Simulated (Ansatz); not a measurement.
# Calculations on Ga₉N₇

## 1. Relaxation

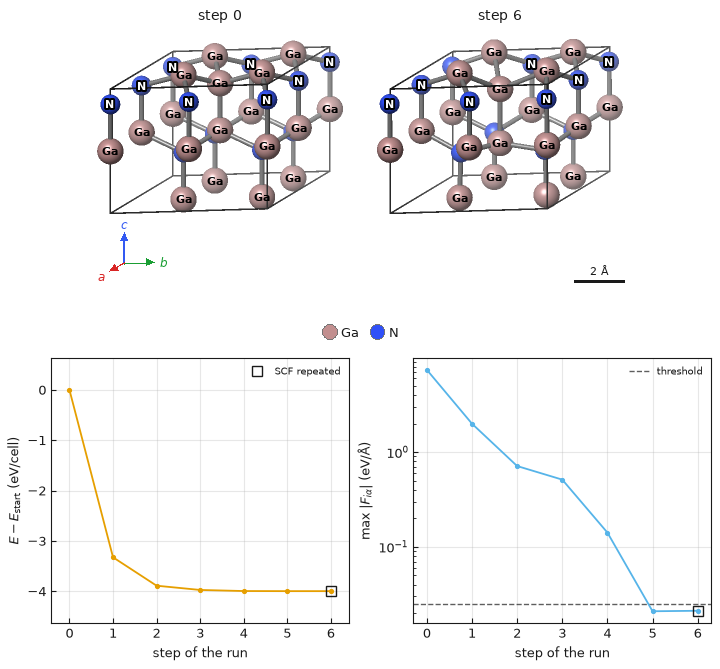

First and last geometry of a relaxation of a defect cell of composition Ga9N7, with the history of the run. Style: ball-and-stick. Shown: the cell of the calculation, reduced to other axes (origin shifted), slightly off an axis. Lengths and directions refer to the drawn axes.

Case: Ga on a N site (b), charge +0, atoms relaxed at the host's cell.

These are results of DFT PBE, scalar-relativistic, plane waves, PAW (Ansatz 0.2.0), not measurements.

Input
```yaml
crystal:
  lattice:
    - [0.0, 0.0, 5.2431684095]
    - [3.2183708159, 5.5743817708, 0.0]
    - [-6.4367416318, -1.0e-10, 0.0]
  atoms:
    - { symbol: Ga, position: [0.4991348631, 0.1666666667, 0.3333333333] }
    - { symbol: Ga, position: [0.4991348631, 0.1666666667, 0.8333333333] }
    - { symbol: Ga, position: [0.4991348631, 0.6666666667, 0.3333333333] }
    - { symbol: Ga, position: [0.4991348631, 0.6666666667, 0.8333333333] }
    - { symbol: Ga, position: [0.9991348631, 0.3333333333, 0.6666666667] }
    - { symbol: Ga, position: [0.9991348631, 0.3333333333, 0.1666666667] }
    - { symbol: Ga, position: [0.9991348631, 0.8333333333, 0.6666666667] }
    - { symbol: Ga, position: [0.9991348631, 0.8333333333, 0.1666666667] }
    - { symbol: Ga, position: [0.8758651369, 0.1666666667, 0.3333333333] }
    - { symbol: "N", position: [0.8758651369, 0.1666666667, 0.8333333333] }
    - { symbol: "N", position: [0.8758651369, 0.6666666667, 0.3333333333] }
    - { symbol: "N", position: [0.8758651369, 0.6666666667, 0.8333333333] }
    - { symbol: "N", position: [0.3758651369, 0.3333333333, 0.6666666667] }
    - { symbol: "N", position: [0.3758651369, 0.3333333333, 0.1666666667] }
    - { symbol: "N", position: [0.3758651369, 0.8333333333, 0.6666666667] }
    - { symbol: "N", position: [0.3758651369, 0.8333333333, 0.1666666667] }
  host:
    lattice:
      - [3.2183708159, 0.0, 0.0]
      - [-1.609185408, 2.7871908854, 0.0]
      - [0.0, 0.0, 5.2431684095]
    atoms:
      - { symbol: Ga, position: [0.6666666667, 0.3333333333, 0.4991348631] }
      - { symbol: Ga, position: [0.3333333333, 0.6666666667, 0.9991348631] }
      - { symbol: "N", position: [0.6666666667, 0.3333333333, 0.8758651369] }
      - { symbol: "N", position: [0.3333333333, 0.6666666667, 0.3758651369] }
basis:
  ecutwfc: 420
  xc_grid: 2
kpoints:
  mp_grid: { grid: [4, 4, 4], shift: [0.0, 0.0, 0.0] }
hamiltonian:
  xc: pbe
scf:
  occupations: { method: gaussian, width: 0.01 }
output:
  forces: true
  stress: false
  eigenvalues: true
  charged_corrections:
    defect_position: [0.87586514, 0.16666667, 0.33333333]
    epsilon: [[10.4928, 0.0, 0.0], [0.0, 10.4928, 0.0], [0.0, 0.0, 11.6882]]
  write_density: true
  write_potential: true
  elf: true
  volumetric_format: npy
relax:
  adjacent_minimum: "off"
  f_tol: 0.025
  max_steps: 45
```

Run as
```bash
ansatz run input.yaml --threads 4 --pin off --max-ram 10240MiB --backend cpu --events-out ev --progress --plain --runs-dir out
```

Question: Did the run converge, and what did it change?

Answer: It converged. The atom that moves furthest is Ga1 (0.54 Å along −c). Largest moves by element: Ga 0.54 Å, N 0.13 Å. The cell stays as it was. Among the contacts that change: Ga5–Ga9 1.967 → 2.286 Å, Ga1–Ga9 1.975 → 2.278 Å, Ga5–N13 1.975 → 1.890 Å, Ga2–N10 1.975 → 1.933 Å. Among the angles between lasting bonds that change: Ga9–Ga1–N13 109.2° → 92.4°, Ga1–N16–Ga8 109.2° → 94.6°, Ga5–N10–Ga6 109.8° → 96.0°. Over 5 accepted moves (6 points after the start) the energy falls by 3.996 eV per cell of the calculation. The largest force component goes from 7.4 to 0.021 eV/Å. 1 step only repeated the SCF at the same geometry.

```csv
step,"E − E(0), meV/atom","largest force component, eV/Å",note
0,0.00,7.4022,
1,-207.75,1.9978,
2,-243.01,0.7133,
3,-248.28,0.5125,
4,-249.63,0.1414,
5,-249.75,0.0209,
6,-249.75,0.0211,"same geometry, SCF repeated"
```

Limits of the set-up: the periodic images lie only 5.2 Å apart, so the values are limited by the cell's size.

## 2. Relaxation

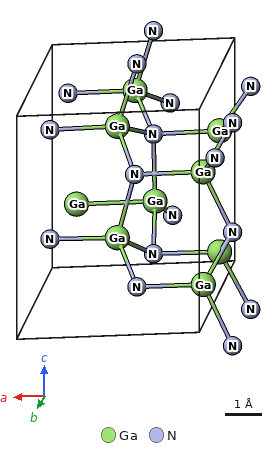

A defect cell of composition Ga9N7 (cell charge −2), before the relaxation. The picture is a ball-and-stick view of the cell of the calculation, seen from a free direction.

Case: Ga on a N site (b), charge -2, atoms relaxed at the host's cell.

The calculation used DFT PBE, scalar-relativistic, plane waves, PAW in Ansatz.

Input file:
```yaml
crystal:
  lattice:
    - [0.0, 0.0, 5.2431684095]
    - [3.2183708159, 5.5743817708, 0.0]
    - [-6.4367416318, -1.0e-10, 0.0]
  atoms:
    - { symbol: Ga, position: [0.404547288, 0.1666666667, 0.3333333333] }
    - { symbol: Ga, position: [0.5133776921, 0.1665591436, 0.8332795718] }
    - { symbol: Ga, position: [0.5133776921, 0.6667204282, 0.3334408564] }
    - { symbol: Ga, position: [0.5133776921, 0.6667204282, 0.8332795718] }
    - { symbol: Ga, position: [1.0152645886, 0.3476306834, 0.6952613668] }
    - { symbol: Ga, position: [1.0152645886, 0.3476306834, 0.1523693166] }
    - { symbol: Ga, position: [1.0111789688, 0.8333333333, 0.6666666667] }
    - { symbol: Ga, position: [1.0152645886, 0.8047386332, 0.1523693166] }
    - { symbol: Ga, position: [0.8343639042, 0.1666666667, 0.3333333333] }
    - { symbol: "N", position: [0.8814570188, 0.1606108523, 0.8303054262] }
    - { symbol: "N", position: [0.8814570188, 0.6696945738, 0.3393891477] }
    - { symbol: "N", position: [0.8814570188, 0.6696945738, 0.8303054262] }
    - { symbol: "N", position: [0.3778785772, 0.3455517526, 0.6911035053] }
    - { symbol: "N", position: [0.3778785772, 0.3455517526, 0.1544482474] }
    - { symbol: "N", position: [0.3859762091, 0.8333333333, 0.6666666667] }
    - { symbol: "N", position: [0.3778785772, 0.8088964947, 0.1544482474] }
  host:
    lattice:
      - [3.2183708159, 0.0, 0.0]
      - [-1.609185408, 2.7871908854, 0.0]
      - [0.0, 0.0, 5.2431684095]
    atoms:
      - { symbol: Ga, position: [0.6666666667, 0.3333333333, 0.4991348631] }
      - { symbol: Ga, position: [0.3333333333, 0.6666666667, 0.9991348631] }
      - { symbol: "N", position: [0.6666666667, 0.3333333333, 0.8758651369] }
      - { symbol: "N", position: [0.3333333333, 0.6666666667, 0.3758651369] }
total_charge: -2
basis:
  ecutwfc: 420
  xc_grid: 2
kpoints:
  mp_grid: { grid: [4, 4, 4], shift: [0.0, 0.0, 0.0] }
hamiltonian:
  xc: pbe
scf:
  occupations: { method: gaussian, width: 0.01 }
output:
  forces: true
  stress: false
  eigenvalues: true
  charged_corrections:
    defect_position: [0.87586514, 0.16666667, 0.33333333]
    epsilon: [[10.4928, 0.0, 0.0], [0.0, 10.4928, 0.0], [0.0, 0.0, 11.6882]]
  write_density: true
  write_potential: true
  elf: true
  volumetric_format: npy
relax:
  adjacent_minimum: "off"
  f_tol: 0.025
  max_steps: 45
```

Run as
```bash
ansatz run input.yaml --threads 4 --pin off --max-ram 10240MiB --backend cpu --events-out ev --progress --plain --runs-dir out
```

### Where does the relaxation end?

The largest moves, 0.046 Å, are those of Ga5, Ga6 and Ga8. Ga6 goes along [−1 −1 1]. Largest moves by element: Ga 0.046 Å, N 0.012 Å. The cell doesn't change. Among the contacts that change: Ga5–Ga9 2.229 → 2.181 Å, Ga5–N13 1.901 → 1.921 Å, Ga7–N15 1.965 → 1.981 Å, Ga2–N15 1.974 → 1.987 Å. Among the angles between lasting bonds that change: Ga5–N12–Ga8 99.0° → 102.0°. The energy falls by 0.104 eV per cell of the calculation in 3 geometry steps. The largest force component goes from 0.94 to 0.012 eV/Å. The run took 18 s on 4 threads of Intel(R) Xeon(R) Platinum 8488C (Sapphire Rapids), with other jobs on the host, peak memory 0.8 GiB.

Step by step:

| step | E − E(0), meV/atom | largest force component, eV/Å |
| --- | --- | --- |
| 0 | 0.00 | 0.9353 |
| 1 | -6.04 | 0.2412 |
| 2 | -6.50 | 0.0302 |
| 3 | -6.52 | 0.0120 |

Limits of the set-up: the periodic images lie only 5.2 Å apart, so the values are limited by the cell's size; the cell is charged, on a uniform background, and energies carry no finite-size correction.

## 3. Defect

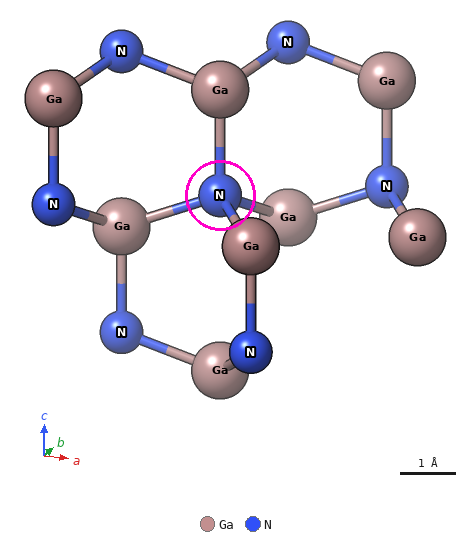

Perfect GaN. Style: ball-and-stick. Shown: the atoms within 4.0 Å of one point, in a slice 3.4 Å thick across the line of sight, slightly off an axis.

These are results of Ansatz 0.2.0, DFT PBE, scalar-relativistic, plane waves, PAW, not measurements. Settings: plane-wave cutoff 420 eV; k-point mesh 4 × 4 × 4; occupations gaussian; smearing width 0.01 eV; collinear spin. The cell is small and the k-mesh coarse, so the numbers are rough. A uniform background neutralises the charged cell. The axes drawn are those of the host's conventional cell.

A nitrogen atom is replaced by gallium at the ringed place, in charge state −1. The supercell has 16 sites, and the atoms are relaxed at the host's cell.

**Predict the relaxed surroundings of the defect.**

In the host the N atom has 4 Ga at 1.97 to 1.98 Å; the Ga atom ends with 4 Ga at 2.23 to 2.25 Å. Of the host's atoms, a gallium atom moves furthest from its site, by 0.54 Å. The Ga atom itself moves 0.26 Å from where it was put.

The relaxed defect, seen from the same direction:

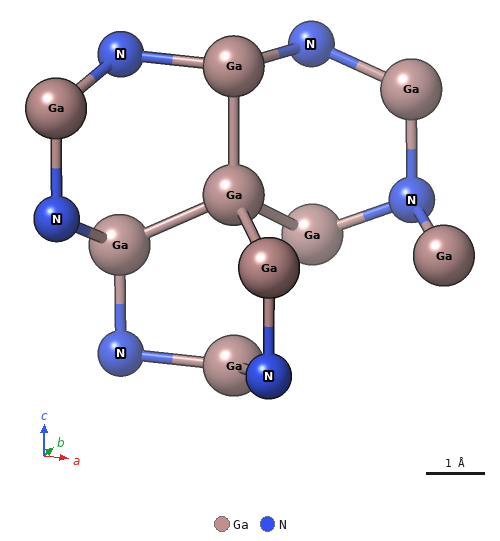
